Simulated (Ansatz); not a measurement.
## Ti: geometry relaxation (part 2 of 2)

Continued. System: Ti (P6₃/mmc, 2 atoms in the cell). Method: DFT r2SCAN, scalar-relativistic, plane waves, PAW, no spin polarisation (Ansatz 0.2.0); cutoff 500 eV, 18×18×10 k-mesh, Gaussian smearing of 0.1 eV. The structure derives from an entry of the Crystallography Open Database.

Geometry of the input (Å; fractional positions):
```
2.9500  0.0000  0.0000
-1.4750  2.5548  0.0000
0.0000  0.0000  4.6860
Ti 0.3333  0.6667  0.2500
Ti 0.6667  0.3333  0.7500
```

## Log, continued
```
SCF iter   1: F=—  HF=-5008.744018 eV  |F-HF|=—  |Δ(HF+E_count)|=         —  Δρ=4.23e-5  dr2=4.53e-7  dr2_τ=5.72e-6  ethr=1.00e-9  ⟨swp⟩=3.1  Hψ=24601  notcnv=0
SCF iter   2: F=—  HF=-5008.744027 eV  |F-HF|=—  |Δ(HF+E_count)|=   8.68e-6  Δρ=2.29e-5  dr2=1.21e-7  dr2_τ=2.21e-8  ethr=1.00e-9  ⟨swp⟩=2.0  Hψ=6283  notcnv=0
SCF iter   3: F=—  HF=-5008.744027 eV  |F-HF|=—  |Δ(HF+E_count)|=  2.76e-10  Δρ=1.44e-5  dr2=4.00e-8  dr2_τ=2.77e-9  ethr=5.05e-10  ⟨swp⟩=1.0  Hψ=3552  notcnv=0
SCF iter   4: F=-5008.744027 eV  HF=-5008.744027 eV  |F-HF|=2.52e-9  |Δ(HF+E_count)|=   1.84e-8  Δρ=3.83e-6  dr2=4.16e-9  dr2_τ=2.81e-10  ethr=2.62e-11  ⟨swp⟩=4.1  Hψ=17911  notcnv=0
SCF 6 converged in 4 iterations: F = -5008.744027 eV  dr2 = 4.16e-9
relax step   6: F+E_penalty+E_count = -5008.74402671 eV  Δ(F+E_penalty+E_count) = -3.466e-6 eV  max|allowed force component| = 1.480e-16 eV/Å  Δτ_max = 0.0000 Å  P = +0.000 GPa  Ω = 34.605 Å³  energy of the carried Pulay correction = -1.022e-6 eV  (4 SCF iters, dr2 threshold 6.28e-9 eV, accepted)
iter 1 solved again at ethr=1.48e-10 eV; its pass at ethr=3.10e-3 eV (dr2=3.55e-8 eV) is discarded
SCF iter   1: F=—  HF=-5008.744029 eV  |F-HF|=—  |Δ(HF+E_count)|=         —  Δρ=4.02e-6  dr2=4.10e-9  dr2_τ=8.59e-10  ethr=1.48e-10  ⟨swp⟩=3.3  Hψ=26477  notcnv=0
preconditioner: auto → none  [metal: Δε(μ)=0.008 eV  Ē_g=3.072 eV  σ=0.100 eV  W_gap=0.05  n_scr=8 (ndim 8)  ℏωp=17.9 eV  f_vac=0.000  D(μ)=1.66/eV (n_scr^D=22)]
SCF iter   2: F=—  HF=-5008.744029 eV  |F-HF|=—  |Δ(HF+E_count)|=  4.87e-10  Δρ=1.51e-6  dr2=4.46e-10  dr2_τ=1.27e-10  ethr=1.71e-11  ⟨swp⟩=2.6  Hψ=6039  notcnv=0
SCF iter   3: F=—  HF=-5008.744029 eV  |F-HF|=—  |Δ(HF+E_count)|=  5.09e-11  Δρ=7.10e-7  dr2=6.32e-11  dr2_τ=2.42e-11  ethr=1.86e-12  ⟨swp⟩=2.9  Hψ=6145  notcnv=0
SCF iter   4: F=-5008.744029 eV  HF=-5008.744029 eV  |F-HF|=8.19e-12  |Δ(HF+E_count)|=  4.27e-11  Δρ=3.07e-7  dr2=1.31e-11  dr2_τ=3.56e-12  ethr=1.00e-12  ⟨swp⟩=4.3  Hψ=12641  notcnv=0
SCF 7 converged in 4 iterations: F = -5008.744029 eV  dr2 = 1.31e-11
relax step   7: F+E_penalty+E_count = -5008.74402868 eV  Δ(F+E_penalty+E_count) = -1.961e-6 eV  max|allowed force component| = 1.480e-16 eV/Å  Δτ_max = 0.0000 Å  P = +0.000 GPa  Ω = 34.605 Å³  stress off target by 1.63e-3 GPa  SCF on the basis re-selected at this cell (its energy is not comparable with the rows above)  (4 SCF iters)
```

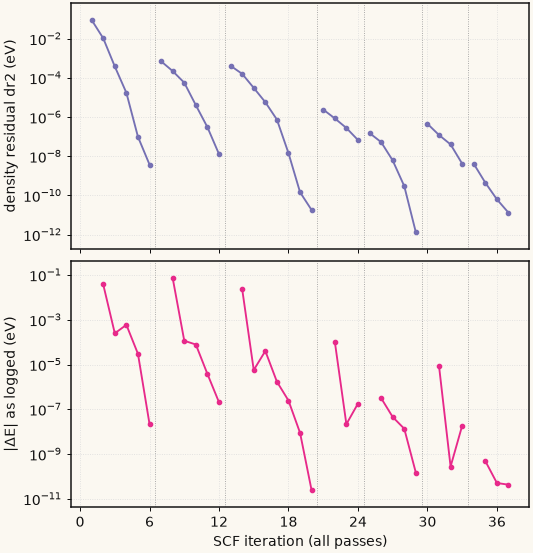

Figure 1. Convergence of the self-consistent field: density residual dr2 and size of the energy change against the SCF iteration. The dotted lines part the SCF passes of the relaxation: geometry steps, rejected trials and re-solves on a re-selected basis. The 7 passes take 4 to 8 iterations each, 37 in all.

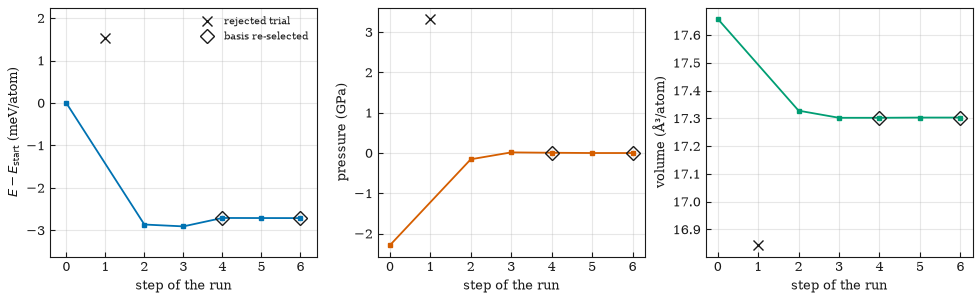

Figure 2. Progress of the relaxation, step by step (the first geometry is step 0 here and step 1 in the log).

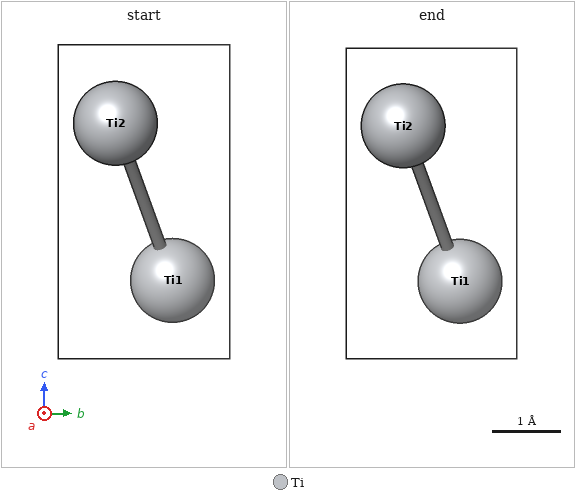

Figure 3. Before (left) and after (right) the relaxation, at one scale (ball-and-stick view of the cell of the calculation, along the a axis). The atoms keep their places relative to the cell (all moves are under 0.005 Å). Cell: a = b 2.950 → 2.936 Å (−0.5 %), c 4.686 → 4.636 Å (−1.1 %). Volume −2.0 %. Distances before and after: Ti1–Ti2 2.897 → 2.872 Å, Ti1–Ti1 2.950 → 2.936 Å. The space group stays P6_3/mmc (No. 194). Over 4 geometry steps the energy falls by 2.7 meV per atom. All forces vanish by symmetry, so only the cell relaxes. The pressure goes from −2.29 to 0.00 GPa. The line search rejected the trial step at point 1 (counted from 0) and went back. 1 further SCF at an unchanged geometry re-selected the plane-wave basis for the new cell. The energy change given includes the shifts at the re-selections in mid-walk, which come without any move. A last SCF at the same geometry on a re-selected plane-wave basis shifts the energy by next to nothing (0.0 meV per atom). (Atoms are counted from 1 in the order of the input.)

```
basis re-selected at this cell: Δ(F+E_penalty+E_count) = -1.961e-6 eV, ΔP = -0.000 GPa vs the last step (what re-selecting the basis moved, of the pressure what is left beyond the Pulay correction that the steps carried, after the strain that the cell walked since its last selection, with what the two solves' SCF thresholds leave and, on support functions, any second-order correction that the steps lacked; it is no measure of the basis error at this ecutwfc). This SCF's stress stands 1.63e-3 GPa from its target on what of the cell is left free (relax.cell.stress_tol is 5.00e-2 GPa) and its largest allowed force component is 1.48e-16 eV/Å (relax.f_tol is 5.00e-3 eV/Å): within both
SCF converged after 4 iterations
Free energy (F): -5008.744029 eV
Harris-Foulkes:  -5008.744029 eV  (|F-HF|=8.19e-12)
Internal energy: -5008.735726 eV  (E = F + TS)
E sigma→0 (E₀):  -5008.739877 eV
Entropy (-TS):   -0.008303 eV (-4.151 meV/atom)
Fermi energy:    13.484090 eV
--- Per-component energies (eV) ---
  E_band       = -339.996529
  E_kinetic    = 544.859764
  E_local      = -1614.821596  (includes V_loc(G=0)·N_el)
  E_nonlocal   = 14.479537
  E_hartree    = 661.371209
  E_xc         = -185.721315
  E_vxc        = -265.445237  (∫ρ·V_xc dr)
  E_paw        = -2113.350303  (= ΣΔE_a)
  E_vpaw       = -360.058250  (= ΣTr[D̂ρ^β])
  E_aug_tail   = 0.000175  (compensation charges beyond the density's cutoff)
  E_vtau       = 18.246623  (kinetic-family band-sum trace: ∫τ·v_τ [+ j·A + Jᵃ·Aᵃ] dr)
  E_ewald      = -2315.046283
  E_core_change = -0.506914  (= ΣΔE_core)
  E_smearing   = -0.008303  (= −TS)
  E_closure    = -0.000000  (closes the sum)
  Σ components = -5008.744029   (vs F -5008.744029, Δ=0.00e0)
--- Forces (eV/Å), atoms counted from 1 ---
  atom   1  Ti    -0.00000000    -0.00000000     0.00000000
  atom   2  Ti    -0.00000000     0.00000000     0.00000000
  max |Σ_I F_I| component: 1.11e-16 eV/Å
--- Stress (GPa, compression-positive) ---
        0.000900       0.000000       0.000000
       -0.000000       0.000900       0.000000
        0.000000       0.000000      -0.001626
  P = ⅓ Tr σ = 0.0001 GPa (0.001 kbar)
--- Band table (eV; the first three rows and the last of 222) ---
  k-point 0: bands = ["-45.7787", "-45.6320", "-21.3332", "-20.6612", "-20.6612", "-20.5849", "-20.5560", "-20.5560", "6.8223", "10.6034", "14.0809", "14.3346", "14.3346", "14.4645", "14.8725", "14.8725"]
  k-point 1: bands = ["-45.7752", "-45.6356", "-21.3156", "-20.6586", "-20.6586", "-20.6040", "-20.5586", "-20.5586", "6.9116", "10.5541", "13.9407", "14.2926", "14.2926", "14.4121", "14.8229", "14.8229"]
  k-point 2: bands = ["-45.7649", "-45.6462", "-21.2645", "-20.6593", "-20.6512", "-20.6512", "-20.5662", "-20.5662", "7.1749", "10.3731", "13.6446", "14.2157", "14.2157", "14.2629", "14.6939", "14.6939"]
  k-point 221: bands = ["-45.6207", "-45.6207", "-21.1400", "-21.1400", "-20.9409", "-20.9409", "-20.6850", "-20.6850", "12.1183", "12.1183", "12.3844", "12.3844", "13.1331", "13.1331", "15.3297", "15.3297"]
--- Relaxed structure (5 steps of the walk, 4 accepted, 2 SCFs on fresh bases) ---
  F+E_penalty+E_count = -5008.74402868 eV   max|allowed force component| = 1.480e-16 eV/Å   (the final SCF, on the basis selected at the relaxed cell)
  cell:  # Å, volume = 34.6054 Å³
    - [2.9357969427433073, -4.509608664872577e-37, 0.0]
    - [-1.4678984713716536, 2.542474732768393, 0.0]
    - [0.0, 0.0, 4.636192905638607]
  atoms:
    - { symbol: Ti, position: [0.3333333333333333, 0.6666666666666666, 0.25] }
    - { symbol: Ti, position: [0.6666666666666666, 0.3333333333333333, 0.75] }
```

## Trajectory as extended XYZ (Å, eV, eV/Å), 7 frames, from step=1 to step=7
```
2
Lattice="2.9500 0.0000 0.0000 -1.4750 2.5548 0.0000 0.0000 0.0000 4.6860" Properties=species:S:1:pos:R:3:forces:R:3 step=1 energy=-5008.73861 pressure_GPa=-2.29
Ti    0.0000    1.7032    1.1715    0.0000   0.0000   0.0000
Ti    1.4750    0.8516    3.5145    0.0000   0.0000   0.0000
2
Lattice="2.9072 0.0000 0.0000 -1.4536 2.5177 0.0000 0.0000 0.0000 4.6022" Properties=species:S:1:pos:R:3:forces:R:3 step=2 energy=-5008.73553 pressure_GPa=3.33 accepted=F
Ti    0.0000    1.6785    1.1505    0.0000   0.0000   0.0000
Ti    1.4536    0.8392    3.4516    0.0000   0.0000   0.0000
2
Lattice="2.9351 0.0000 0.0000 -1.4675 2.5419 0.0000 0.0000 0.0000 4.6451" Properties=species:S:1:pos:R:3:forces:R:3 step=3 energy=-5008.74433 pressure_GPa=-0.16
Ti    0.0000    1.6946    1.1613    0.0000   0.0000   0.0000
Ti    1.4675    0.8473    3.4838    0.0000   0.0000   0.0000
2
Lattice="2.9351 0.0000 0.0000 -1.4675 2.5418 0.0000 0.0000 0.0000 4.6383" Properties=species:S:1:pos:R:3:forces:R:3 step=4 energy=-5008.74442 pressure_GPa=0.02
Ti    0.0000    1.6946    1.1596    0.0000   0.0000   0.0000
Ti    1.4675    0.8473    3.4787    0.0000   0.0000   0.0000
2
Lattice="2.9351 0.0000 0.0000 -1.4675 2.5418 0.0000 0.0000 0.0000 4.6383" Properties=species:S:1:pos:R:3:forces:R:3 step=5 energy=-5008.74402 pressure_GPa=0.01
Ti    0.0000    1.6946    1.1596    0.0000   0.0000   0.0000
Ti    1.4675    0.8473    3.4787    0.0000   0.0000   0.0000
2
Lattice="2.9358 0.0000 0.0000 -1.4679 2.5425 0.0000 0.0000 0.0000 4.6362" Properties=species:S:1:pos:R:3:forces:R:3 step=6 energy=-5008.74403 pressure_GPa=0.00
Ti    0.0000    1.6950    1.1590    0.0000   0.0000   0.0000
Ti    1.4679    0.8475    3.4771    0.0000   0.0000   0.0000
2
Lattice="2.9358 0.0000 0.0000 -1.4679 2.5425 0.0000 0.0000 0.0000 4.6362" Properties=species:S:1:pos:R:3:forces:R:3 step=7 energy=-5008.74403 pressure_GPa=0.00
Ti    0.0000    1.6950    1.1590    0.0000   0.0000   0.0000
Ti    1.4679    0.8475    3.4771    0.0000   0.0000   0.0000
```

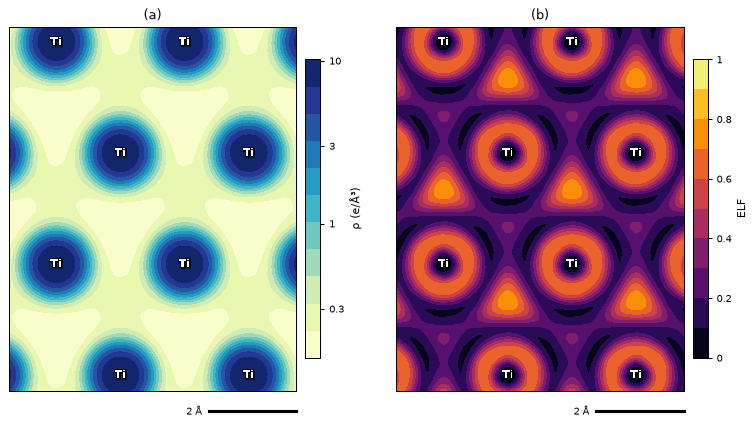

Figure 4. (a) valence electron density; (b) ELF on the (001) plane of the conventional cell. Ti–Ti (2.94 Å): ρ at the midpoint is about 0.19 e/Å³; the ELF is about 0.25 at the midpoint; no localised pair between them. Away from the nuclei the density in this plane falls to 0.15 e/Å³ at its lowest. The strong features right at Ti lie inside the PAW spheres (semicore, d or f shells) and say nothing about bonding. The fields are those of the smooth PAW valence density.

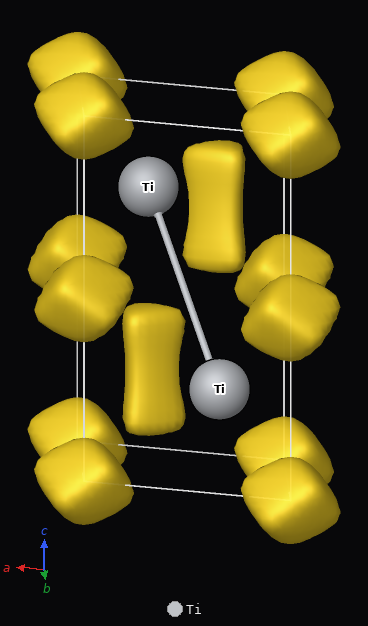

Figure 5. Isosurface of the ELF at 0.6 (yellow), seen at an oblique angle. Only the valence region is drawn (cores and ρ < 0.01 e/Å³ removed). Sticks mark near contacts. The outline is the cell set on symmetry axes. Profiles from the grid: Ti–Ti (2.87 Å): the ELF is about 0.20 at the midpoint (no localised pair between them). Ti–Ti (2.94 Å): the ELF is about 0.30 at the midpoint; no shared electron pair.
